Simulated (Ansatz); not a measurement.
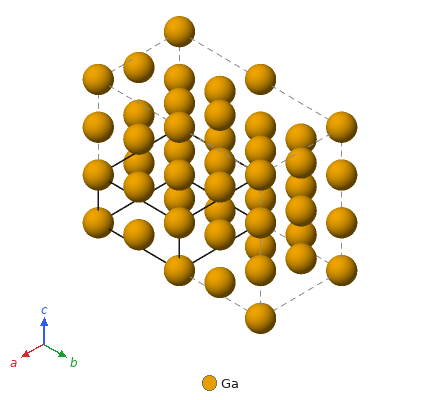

Ga (I4_1/amd, No. 141): coordinates from a relaxation with DFT r2SCAN, scalar-relativistic, plane waves, PAW in Ansatz 0.2.0; the starting structure was generated, so it need not be a known form of this composition.

```
Ga
1.0
     5.25375    0.00000    0.00000
     0.00000    5.25375    0.00000
     0.00000    0.00000    2.70789
Ga
4
Cartesian
  0.0000 0.0000 0.0000
  0.0000 2.6269 0.6770
  2.6269 2.6269 1.3539
  2.6269 0.0000 2.0309
```

Q: What will a dark-field STEM-like image along [112] show? Simulation: incoherent imaging, intensity Z^1.6 per atom, probe width 0.55 Å, thin sample. The probe carries 25 % of its weight in a tail 2.5 times as wide. Shot noise was added.

A: The columns repeat on a centred rectangular net of 1.09 × 3.71 Å (plane group c2mm). All columns are alike (Ga). The shortest distance between visible columns is 1.09 Å in projection. Along the beam the structure repeats every 9.19 Å.

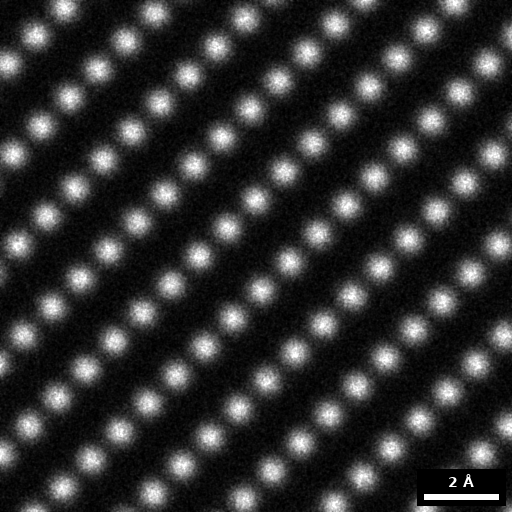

The simulated image.
